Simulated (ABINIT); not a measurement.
**Pd: geometry relaxation (part 3 of 3)**

The same run, continued: Pd (P6₃/mmc, 2 atoms in the cell); Kohn-Sham DFT of a periodic cell, PBEsol, PseudoDojo NC SR PBEsol v0.4.1 standard, no spin polarisation (ABINIT 10.8.3); cutoff 1115.67 eV, 8×8×4 k-mesh, fermi-dirac of 0.05 eV. The structure derives from a Materials Project entry.

Geometry of the input (Å; fractional positions):
```
2.7837  0.0000  0.0000
-1.3918  2.4107  0.0000
0.0000  0.0000  4.6289
Pd 0.3333  0.6667  0.2500
Pd 0.6667  0.3333  0.7500
```

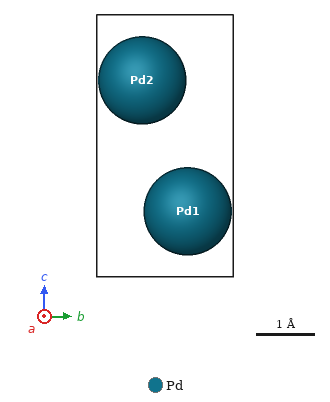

*The geometry at step 4 of the log (spheres-only view of the cell of the calculation, along the a axis; atoms are numbered from 1 in the order of the input).*

## The program's output, continued
```
 Cartesian coordinates (xcart) [bohr]
  1.90661164189058E-16  2.97449085532262E+00  2.14632667381999E+00
  2.57598464398761E+00  1.48724542766131E+00  6.43898002145996E+00
 Reduced coordinates (xred)
  3.33333333333333E-01  6.66666666666667E-01  2.50000000000000E-01
  6.66666666666667E-01  3.33333333333333E-01  7.50000000000000E-01
 Cartesian forces (fcart) [Ha/bohr]; max,rms= 2.75655E-31 1.59149E-31 (free atoms)
 -0.00000000000000E+00 -0.00000000000000E+00  2.75654999834093E-31
 -0.00000000000000E+00 -0.00000000000000E+00 -2.75654999834093E-31
 Gradient of E wrt nuclear positions in reduced coordinates (gred)
  0.00000000000000E+00 -0.00000000000000E+00 -2.36658271566304E-30
  0.00000000000000E+00  0.00000000000000E+00  2.36658271566304E-30
 Scale of Primitive Cell (acell) [bohr]
  5.15196928797521E+00  5.15196928804464E+00  8.58530669527995E+00
 Real space primitive translations (rprimd) [bohr]
  5.15196928797521E+00  0.00000000000000E+00  0.00000000000000E+00
 -2.57598464398761E+00  4.46173628298393E+00  0.00000000000000E+00
  0.00000000000000E+00  0.00000000000000E+00  8.58530669527995E+00
 Unitary Cell Volume (ucvol) [Bohr^3]=  1.97348112384967E+02
 Angles (23,13,12)= [degrees]
  9.00000000000000E+01  9.00000000000000E+01  1.19999999999554E+02
 Lengths [Bohr]
  5.15196928797521E+00  5.15196928804464E+00  8.58530669527995E+00
 Stress tensor in cartesian coordinates (strten) [Ha/bohr^3]
 -5.90390665175522E-07  0.00000000000000E+00  0.00000000000000E+00
  0.00000000000000E+00 -5.90392403972129E-07  0.00000000000000E+00
  0.00000000000000E+00  0.00000000000000E+00 -2.31538419748212E-06
 Total energy (etotal) [Ha]= -2.69720811376561E+02

 Difference of energy with previous step (new-old):
           Absolute (Ha)=-2.39710E-07
           Relative     =-8.88732E-10

--- Iteration: ( 7/50) Internal Cycle: (1/1)
--------------------------------------------------------------------------------

---SELF-CONSISTENT-FIELD CONVERGENCE--------------------------------------------

--- !BeginCycle
iteration_state: {dtset: 1, itime: 7, icycle: 1, }
solver: {iscf: 7, nstep: 80, nline: 4, wfoptalg: 0, }
tolerances: {tolvrs: 1.00E-12, }
...

     iter   Etot(hartree)      deltaE(h)  residm     vres2
 ETOT  1  -269.72080957642    -2.697E+02 2.276E-06 8.902E-03
 ETOT  2  -269.72081027903    -7.026E-07 1.533E-06 4.664E-03
 ETOT  3  -269.72081137234    -1.093E-06 1.092E-06 2.570E-04
 ETOT  4  -269.72081142411    -5.177E-08 1.356E-06 5.876E-06
 ETOT  5  -269.72081142572    -1.606E-09 9.254E-07 6.278E-09
 ETOT  6  -269.72081142572    -3.183E-12 1.178E-06 3.072E-11
 ETOT  7  -269.72081142572     1.990E-12 8.031E-07 2.628E-13

 At SCF step    7       vres2   =  2.63E-13 < tolvrs=  1.00E-12 =>converged.

 Cartesian components of stress tensor (hartree/bohr^3)
  sigma(1 1)= -5.41289489E-07  sigma(3 2)=  0.00000000E+00
  sigma(2 2)= -5.41291227E-07  sigma(3 1)=  0.00000000E+00
  sigma(3 3)= -8.16117901E-07  sigma(2 1)=  0.00000000E+00

--- !ResultsGS
iteration_state: {dtset: 1, itime: 7, icycle: 1, }
comment   : Summary of ground state results
lattice_vectors:
- [  5.1516413,   0.0000000,   0.0000000, ]
- [ -2.5758207,   4.4614523,   0.0000000, ]
- [  0.0000000,   0.0000000,   8.5870921, ]
lattice_lengths: [   5.15164,    5.15164,    8.58709, ]
lattice_angles: [ 90.000,  90.000, 120.000, ] # degrees, (23, 13, 12)
lattice_volume:   1.9736402E+02
convergence: {deltae:  1.990E-12, res2:  2.628E-13, residm:  8.031E-07, diffor: null, }
etotal    :  -2.69720811E+02
entropy   :   0.00000000E+00
fermie    :   4.66429802E-01
cartesian_stress_tensor: # hartree/bohr^3
- [ -5.41289489E-07,   0.00000000E+00,   0.00000000E+00, ]
- [  0.00000000E+00,  -5.41291227E-07,   0.00000000E+00, ]
- [  0.00000000E+00,   0.00000000E+00,  -8.16117901E-07, ]
pressure_GPa:   1.8621E-02
xred      :
- [  3.3333E-01,   6.6667E-01,   2.5000E-01, Pd]
- [  6.6667E-01,   3.3333E-01,   7.5000E-01, Pd]
cartesian_forces: # hartree/bohr
- [  1.04535431E-28,  -6.03535590E-29,  -0.00000000E+00, ]
- [ -1.04535431E-28,   6.03535590E-29,  -0.00000000E+00, ]
force_length_stats: {min:   1.20707118E-28, max:   1.20707118E-28, mean:   1.20707118E-28, }
...

 Integrated electronic density in atomic spheres:
 ------------------------------------------------
 Atom  Sphere_radius  Integrated_density
    1        2.00000         15.21984072
    2        2.00000         15.21984072

---OUTPUT-----------------------------------------------------------------------

 Cartesian coordinates (xcart) [bohr]
  1.90649027125931E-16  2.97430150588989E+00  2.14677303518098E+00
  2.57582066256867E+00  1.48715075294494E+00  6.44031910554295E+00
 Reduced coordinates (xred)
  3.33333333333333E-01  6.66666666666667E-01  2.50000000000000E-01
  6.66666666666667E-01  3.33333333333333E-01  7.50000000000000E-01
 Cartesian forces (fcart) [Ha/bohr]; max,rms= 1.04535E-28 6.96903E-29 (free atoms)
  1.04535430679759E-28 -6.03535590417280E-29 -0.00000000000000E+00
 -1.04535430679759E-28  6.03535590417280E-29 -0.00000000000000E+00
 Gradient of E wrt nuclear positions in reduced coordinates (gred)
 -5.38529044630877E-28  5.38529044630877E-28 -0.00000000000000E+00
  5.38529044630877E-28 -5.38529044630877E-28 -0.00000000000000E+00
 Scale of Primitive Cell (acell) [bohr]
  5.15164132513734E+00  5.15164132520676E+00  8.58709214072393E+00
 Real space primitive translations (rprimd) [bohr]
  5.15164132513734E+00  0.00000000000000E+00  0.00000000000000E+00
 -2.57582066256867E+00  4.46145225883483E+00  0.00000000000000E+00
  0.00000000000000E+00  0.00000000000000E+00  8.58709214072393E+00
 Unitary Cell Volume (ucvol) [Bohr^3]=  1.97364024030362E+02
 Angles (23,13,12)= [degrees]
  9.00000000000000E+01  9.00000000000000E+01  1.19999999999554E+02
 Lengths [Bohr]
  5.15164132513734E+00  5.15164132520676E+00  8.58709214072393E+00
 Stress tensor in cartesian coordinates (strten) [Ha/bohr^3]
 -5.41289488516228E-07  0.00000000000000E+00  0.00000000000000E+00
  0.00000000000000E+00 -5.41291227028340E-07  0.00000000000000E+00
  0.00000000000000E+00  0.00000000000000E+00 -8.16117901349112E-07
 Total energy (etotal) [Ha]= -2.69720811425719E+02

 Difference of energy with previous step (new-old):
           Absolute (Ha)=-4.91579E-08
           Relative     =-1.82255E-10

--- Iteration: ( 8/50) Internal Cycle: (1/1)
--------------------------------------------------------------------------------

---SELF-CONSISTENT-FIELD CONVERGENCE--------------------------------------------

--- !BeginCycle
iteration_state: {dtset: 1, itime: 8, icycle: 1, }
solver: {iscf: 7, nstep: 80, nline: 4, wfoptalg: 0, }
tolerances: {tolvrs: 1.00E-12, }
...

     iter   Etot(hartree)      deltaE(h)  residm     vres2
 ETOT  1  -269.72081088077    -2.697E+02 8.890E-07 2.837E-03
 ETOT  2  -269.72081074737     1.334E-07 6.094E-07 3.247E-03
 ETOT  3  -269.72081142771    -6.803E-07 7.690E-07 1.612E-05
 ETOT  4  -269.72081143119    -3.471E-09 5.375E-07 7.562E-07
 ETOT  5  -269.72081143140    -2.146E-10 6.738E-07 5.429E-09
 ETOT  6  -269.72081143141    -6.366E-12 4.673E-07 2.888E-11
 ETOT  7  -269.72081143140     5.002E-12 5.902E-07 1.257E-13

 At SCF step    7       vres2   =  1.26E-13 < tolvrs=  1.00E-12 =>converged.

 Cartesian components of stress tensor (hartree/bohr^3)
  sigma(1 1)= -1.05297462E-07  sigma(3 2)=  0.00000000E+00
  sigma(2 2)= -1.05299200E-07  sigma(3 1)=  0.00000000E+00
  sigma(3 3)= -6.40232804E-08  sigma(2 1)=  0.00000000E+00

--- !ResultsGS
iteration_state: {dtset: 1, itime: 8, icycle: 1, }
comment   : Summary of ground state results
lattice_vectors:
- [  5.1516729,   0.0000000,   0.0000000, ]
- [ -2.5758365,   4.4614796,   0.0000000, ]
- [  0.0000000,   0.0000000,   8.5876669, ]
lattice_lengths: [   5.15167,    5.15167,    8.58767, ]
lattice_angles: [ 90.000,  90.000, 120.000, ] # degrees, (23, 13, 12)
lattice_volume:   1.9737966E+02
convergence: {deltae:  5.002E-12, res2:  1.257E-13, residm:  5.902E-07, diffor: null, }
etotal    :  -2.69720811E+02
entropy   :   0.00000000E+00
fermie    :   4.66371998E-01
cartesian_stress_tensor: # hartree/bohr^3
- [ -1.05297462E-07,   0.00000000E+00,   0.00000000E+00, ]
- [  0.00000000E+00,  -1.05299200E-07,   0.00000000E+00, ]
- [  0.00000000E+00,   0.00000000E+00,  -6.40232804E-08, ]
pressure_GPa:   2.6932E-03
xred      :
- [  3.3333E-01,   6.6667E-01,   2.5000E-01, Pd]
- [  6.6667E-01,   3.3333E-01,   7.5000E-01, Pd]
cartesian_forces: # hartree/bohr
- [ -1.04534789E-28,   6.03531886E-29,  -0.00000000E+00, ]
- [  1.04534789E-28,  -6.03531886E-29,  -0.00000000E+00, ]
force_length_stats: {min:   1.20706377E-28, max:   1.20706377E-28, mean:   1.20706377E-28, }
...

 Integrated electronic density in atomic spheres:
 ------------------------------------------------
 Atom  Sphere_radius  Integrated_density
    1        2.00000         15.22001115
    2        2.00000         15.22001115

---OUTPUT-----------------------------------------------------------------------

 Cartesian coordinates (xcart) [bohr]
  3.38679933788489E-16  2.97431975968980E+00  2.14691671963984E+00
  2.57583647082311E+00  1.48715987984490E+00  6.44075015891953E+00
 Reduced coordinates (xred)
  3.33333333333333E-01  6.66666666666667E-01  2.50000000000000E-01
  6.66666666666667E-01  3.33333333333333E-01  7.50000000000000E-01
 Cartesian forces (fcart) [Ha/bohr]; max,rms= 1.04535E-28 6.96899E-29 (free atoms)
 -1.04534789131779E-28  6.03531886438287E-29 -0.00000000000000E+00
  1.04534789131779E-28 -6.03531886438287E-29 -0.00000000000000E+00
 Gradient of E wrt nuclear positions in reduced coordinates (gred)
  5.38529044630877E-28 -5.38529044630877E-28 -0.00000000000000E+00
 -5.38529044630877E-28  5.38529044630877E-28 -0.00000000000000E+00
 Scale of Primitive Cell (acell) [bohr]
  5.15167294164622E+00  5.15167294171565E+00  8.58766687855938E+00
 Real space primitive translations (rprimd) [bohr]
  5.15167294164622E+00  0.00000000000000E+00  0.00000000000000E+00
 -2.57583647082311E+00  4.46147963953470E+00  0.00000000000000E+00
  0.00000000000000E+00  0.00000000000000E+00  8.58766687855938E+00
 Unitary Cell Volume (ucvol) [Bohr^3]=  1.97379656374372E+02
 Angles (23,13,12)= [degrees]
  9.00000000000000E+01  9.00000000000000E+01  1.19999999999554E+02
 Lengths [Bohr]
  5.15167294164622E+00  5.15167294171565E+00  8.58766687855938E+00
 Stress tensor in cartesian coordinates (strten) [Ha/bohr^3]
 -1.05297462069109E-07  0.00000000000000E+00  0.00000000000000E+00
  0.00000000000000E+00 -1.05299200352238E-07  0.00000000000000E+00
  0.00000000000000E+00  0.00000000000000E+00 -6.40232803508778E-08
 Total energy (etotal) [Ha]= -2.69720811431402E+02

 Difference of energy with previous step (new-old):
           Absolute (Ha)=-5.68292E-09
           Relative     =-2.10696E-11

 At Broyd/MD step   8, gradients are converged :
  max grad (force/stress) = 1.0530E-05 < tolmxf= 2.0000E-05 ha/bohr (free atoms)

================================================================================

 ----iterations are completed or convergence reached----

 Mean square residual over all n,k,spin=   89.423E-11; max=  59.019E-08
 reduced coordinates (array xred) for    2 atoms
       0.333333333333      0.666666666667      0.250000000000
       0.666666666667      0.333333333333      0.750000000000
 rms dE/dt=  5.3853E-28; max dE/dt=  5.3853E-28; dE/dt below (all hartree)
    1       0.000000000000     -0.000000000000      0.000000000000
    2      -0.000000000000      0.000000000000      0.000000000000

 cartesian coordinates (angstrom) at end:
    1      0.00000000000000     1.57394223369855     1.13609940096929
    2      1.36307395844768     0.78697111684927     3.40829820290786

 cartesian forces (hartree/bohr) at end:
    1     -0.00000000000000     0.00000000000000    -0.00000000000000
    2      0.00000000000000    -0.00000000000000    -0.00000000000000
 frms,max,avg= 6.9689859E-29 1.0453479E-28   0.000E+00  0.000E+00  0.000E+00 h/b

 cartesian forces (eV/Angstrom) at end:
    1     -0.00000000000000     0.00000000000000    -0.00000000000000
    2      0.00000000000000    -0.00000000000000    -0.00000000000000
 frms,max,avg= 3.5835967E-27 5.3753950E-27   0.000E+00  0.000E+00  0.000E+00 e/A
 length scales=  5.151672941646  5.151672941716  8.587666878559 bohr
              =  2.726147916895  2.726147916932  4.544397603877 angstroms
 Fermi (or HOMO) energy (hartree) =   0.46637   Average Vxc (hartree)=  -0.51527
 Eigenvalues (hartree) for nkpt=  30  k points:
 kpt#   1, nband= 22, wtk=  0.00391, kpt=  0.0000  0.0000  0.0000 (reduced coord)
  -2.62435   -2.62244   -1.37064   -1.36011   -1.36011   -1.35812   -1.35812   -1.35578
   0.19635    0.26586    0.35473    0.36248    0.36248    0.37582    0.37582    0.40318
   0.40318    0.45711    0.45711    0.49179    0.72331    1.10060
      occupation numbers for kpt#   1
   2.00000    2.00000    2.00000    2.00000    2.00000    2.00000    2.00000    2.00000
   2.00000    2.00000    2.00000    2.00000    2.00000    2.00000    2.00000    2.00000
   2.00000    1.98712    1.98712    0.00000    0.00000    0.00000
 prteigrs : prtvol=0 or 1, do not print more k-points.

--- !EnergyTerms
iteration_state     : {dtset: 1, itime: 8, icycle: 1, }
comment             : Components of total free energy in Hartree
kinetic             :  9.09542021729124E+01
hartree             :  5.12325904968085E+01
xc                  : -4.09776458853972E+01
Ewald energy        : -2.02482528818652E+02
psp_core            :  9.54722371852716E+00
local_psp           : -1.80210228286374E+02
non_local_psp       :  2.21698717529263E+00
internal            : -2.69719399426883E+02
'-kT*entropy'       : -1.41200451887437E-03
total_energy        : -2.69720811431402E+02
total_energy_eV     : -7.33947717843928E+03
band_energy         : -1.95000385681942E+01
...

 Cartesian components of stress tensor (hartree/bohr^3)
  sigma(1 1)= -1.05297462E-07  sigma(3 2)=  0.00000000E+00
  sigma(2 2)= -1.05299200E-07  sigma(3 1)=  0.00000000E+00
  sigma(3 3)= -6.40232804E-08  sigma(2 1)=  0.00000000E+00

-Cartesian components of stress tensor (GPa)         [Pressure=  2.6932E-03 GPa]
- sigma(1 1)= -3.09795829E-03  sigma(3 2)=  0.00000000E+00
- sigma(2 2)= -3.09800943E-03  sigma(3 1)=  0.00000000E+00
- sigma(3 3)= -1.88362994E-03  sigma(2 1)=  0.00000000E+00

== END DATASET(S) ==============================================================
================================================================================

 -outvars: echo values of variables after computation  --------
            acell      5.1516729416E+00  5.1516729417E+00  8.5876668786E+00 Bohr
           etotal     -2.6972081143E+02
            fcart     -1.0453478913E-28  6.0353188644E-29 -0.0000000000E+00
                       1.0453478913E-28 -6.0353188644E-29 -0.0000000000E+00
            rprim      1.0000000000E+00  0.0000000000E+00  0.0000000000E+00
                      -4.9999999999E-01  8.6602540379E-01  0.0000000000E+00
                       0.0000000000E+00  0.0000000000E+00  1.0000000000E+00
           strten     -1.0529746207E-07 -1.0529920035E-07 -6.4023280351E-08
                       0.0000000000E+00  0.0000000000E+00  0.0000000000E+00
           xangst      1.7922170263E-16  1.5739422337E+00  1.1360994010E+00
                       1.3630739584E+00  7.8697111685E-01  3.4082982029E+00
             xred      3.3333333333E-01  6.6666666667E-01  2.5000000000E-01
                       6.6666666667E-01  3.3333333333E-01  7.5000000000E-01
 Calculation completed.
```

## Trajectory as extended XYZ (Å, eV, eV/Å), 8 frames, from step=0 to step=7
```
2
Lattice="2.7837 0.0000 0.0000 -1.3918 2.4107 0.0000 0.0000 0.0000 4.6289" Properties=species:S:1:pos:R:3:forces:R:3 step=0 energy=-7339.41438
Pd    0.0000    1.6072    1.1572    0.0000   0.0000   0.0000
Pd    1.3918    0.8036    3.4717    0.0000   0.0000   0.0000
2
Lattice="2.7538 0.0000 0.0000 -1.3769 2.3848 0.0000 0.0000 0.0000 4.5815" Properties=species:S:1:pos:R:3:forces:R:3 step=1 energy=-7339.46275
Pd    0.0000    1.5899    1.1454    0.0000   0.0000   0.0000
Pd    1.3769    0.7949    3.4361    0.0000   0.0000   0.0000
2
Lattice="2.7239 0.0000 0.0000 -1.3620 2.3590 0.0000 0.0000 0.0000 4.5353" Properties=species:S:1:pos:R:3:forces:R:3 step=2 energy=-7339.47692
Pd    0.0000    1.5726    1.1338    0.0000   0.0000   0.0000
Pd    1.3620    0.7863    3.4015    0.0000   0.0000   0.0000
2
Lattice="2.7273 0.0000 0.0000 -1.3636 2.3619 0.0000 0.0000 0.0000 4.5414" Properties=species:S:1:pos:R:3:forces:R:3 step=3 energy=-7339.47717
Pd    0.0000    1.5746    1.1353    0.0000   0.0000   0.0000
Pd    1.3636    0.7873    3.4060    0.0000   0.0000   0.0000
2
Lattice="2.7270 0.0000 0.0000 -1.3635 2.3616 0.0000 0.0000 0.0000 4.5416" Properties=species:S:1:pos:R:3:forces:R:3 step=4 energy=-7339.47717
Pd    0.0000    1.5744    1.1354    0.0000   0.0000   0.0000
Pd    1.3635    0.7872    3.4062    0.0000   0.0000   0.0000
2
Lattice="2.7263 0.0000 0.0000 -1.3632 2.3610 0.0000 0.0000 0.0000 4.5431" Properties=species:S:1:pos:R:3:forces:R:3 step=5 energy=-7339.47718
Pd    0.0000    1.5740    1.1358    0.0000   0.0000   0.0000
Pd    1.3632    0.7870    3.4074    0.0000   0.0000   0.0000
2
Lattice="2.7261 0.0000 0.0000 -1.3631 2.3609 0.0000 0.0000 0.0000 4.5441" Properties=species:S:1:pos:R:3:forces:R:3 step=6 energy=-7339.47718
Pd    0.0000    1.5739    1.1360    0.0000   0.0000   0.0000
Pd    1.3631    0.7870    3.4081    0.0000   0.0000   0.0000
2
Lattice="2.7261 0.0000 0.0000 -1.3631 2.3609 0.0000 0.0000 0.0000 4.5444" Properties=species:S:1:pos:R:3:forces:R:3 step=7 energy=-7339.47718
Pd    0.0000    1.5739    1.1361    0.0000   0.0000   0.0000
Pd    1.3631    0.7870    3.4083    0.0000   0.0000   0.0000
```

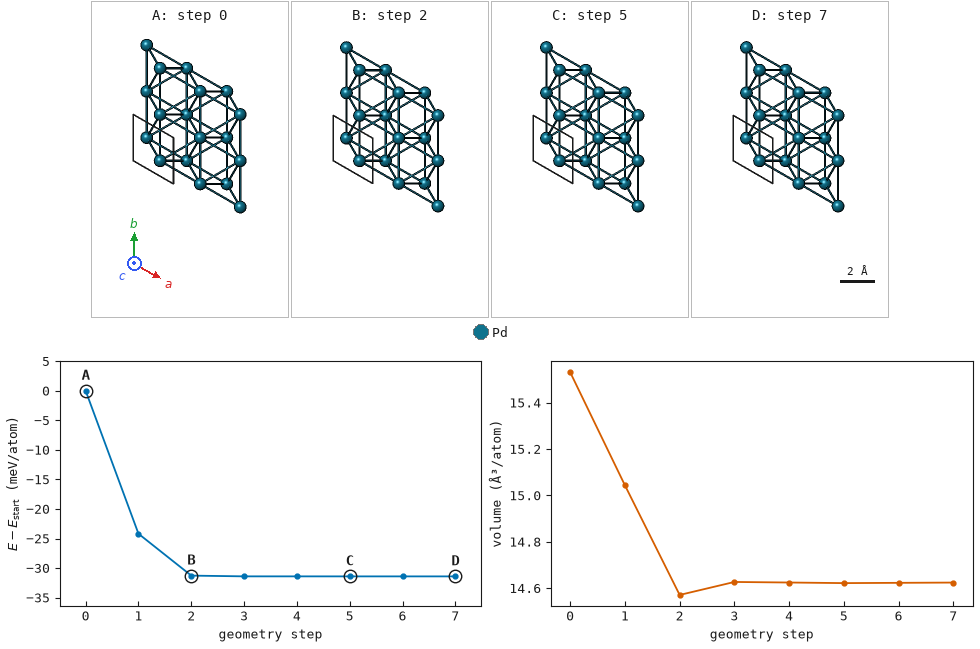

*Frames of the relaxation (ball-and-stick view of the cell of the calculation, repeated 3 × 3 × 1, along the c axis) above the curves, on which the letters mark them (steps are counted from 0).*

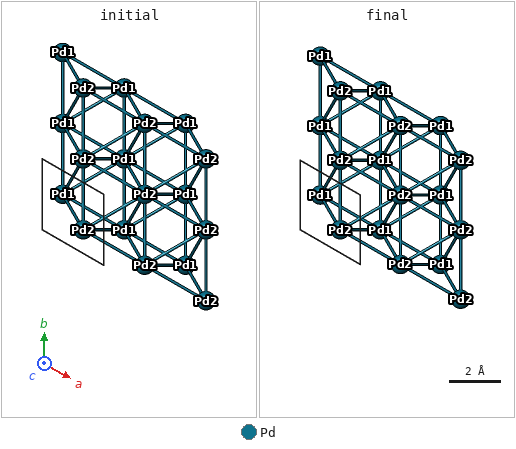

*Before (left) and after (right) the relaxation, at one scale (ball-and-stick view of the cell of the calculation, repeated 3 × 3 × 1, along the c axis).*

Over 7 geometry steps the energy falls by 31.4 meV per atom. All forces vanish by symmetry, so only the cell relaxes. No atom moves by more than 0.005 Å relative to the cell. The drawn cell changes as follows: a = b 2.784 → 2.726 Å (−2.1 %), c 4.629 → 4.544 Å (−1.8 %); the volume changes by −5.8 %. Distances before and after: Pd1–Pd1 2.784 → 2.726 Å, Pd1–Pd2 2.818 → 2.764 Å. The space group stays P6_3/mmc (No. 194). (Atoms are counted from 1 in the order of the input.)

## Results in brief

| quantity | value |
| --- | --- |
| outcome | converged |
| space group (tolerance 0.01 Å) | P6₃/mmc (194) |
| electrons treated | 36 |
| free energy | −7339.4772 eV |
| Fermi energy | 12.691 eV |
| gap on the k-point mesh | none (metallic) |
| pressure | 0.00 GPa |
| final volume | 29.25 Å³ |
| largest force (length of the vector) at the end | under 0.001 eV/Å |
| final cell | a = 2.726 Å, b = 2.726 Å, c = 4.544 Å, α = 90.00°, β = 90.00°, γ = 120.00° |
| wall time | 2.9 min (CPU time 12 min) |
| peak memory | 0.36 GiB |
